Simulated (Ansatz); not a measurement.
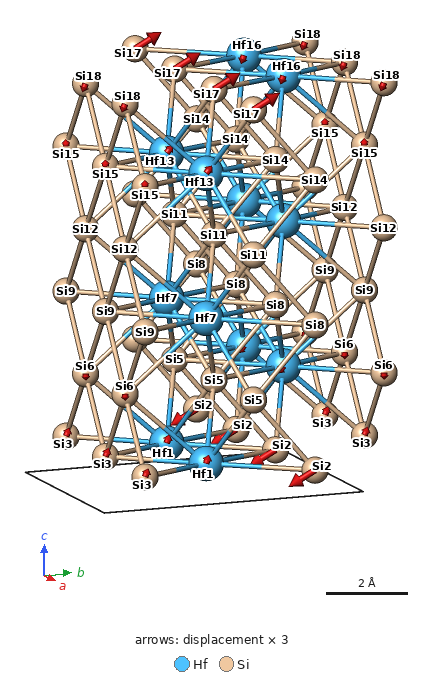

This is a relaxation of a slab of composition HfSi2 (cut from the Cmcm phase). The starting structure is drawn; red arrows show the displacements, 3 times their true length.

Style: ball-and-stick. Shown: the 2 × 1 repeat of the cell, outlined in the plane, without the vacuum (origin shifted), slightly off an axis.

The slab is the (0 0 1) face of HfSi2.

Method: DFT PBEsol, scalar-relativistic, plane waves, PAW (Ansatz 0.2.0). (plane-wave cutoff 420 eV; k-point mesh 10 × 5 × 1; occupations gaussian; smearing width 0.1 eV; no spin polarisation; dipole correction; atoms relaxed in a fixed cell; force threshold 0.02 eV/Å; at most 60 steps)

**Atoms of which element are displaced furthest, and by how much?**

Silicon: up to 0.26 Å, against 0.08 Å for hafnium.

**Describe the change and its energy.**

The energy falls by 0.559 eV per cell of the calculation in 3 accepted moves (4 points after the start). The largest force component goes from 1.1 to 0.02 eV/Å. The line search rejected the trial step at point 3 of the run. The largest moves relative to the layer's centre, 0.26 Å, are those of Si atoms. Largest moves by element: Si 0.26 Å, Hf 0.08 Å. The cell stays as it was. Some distances before and after: Hf–Si 2.931 → 2.746 Å, Hf–Hf 3.511 → 3.377 Å, Hf–Si 2.672 → 2.771 Å, Si–Si 2.576 → 2.487 Å. Bond angles that change, for instance: Hf–Si–Hf 77.0° → 83.3°, Si–Si–Si 90.2° → 94.4°, Hf–Si–Hf 86.2° → 82.4°. Cost: 4 min on 4 threads of Intel(R) Xeon(R) CPU @ 2.80GHz (Skylake/Cascade Lake), with other jobs on the host, peak memory 2.7 GiB.
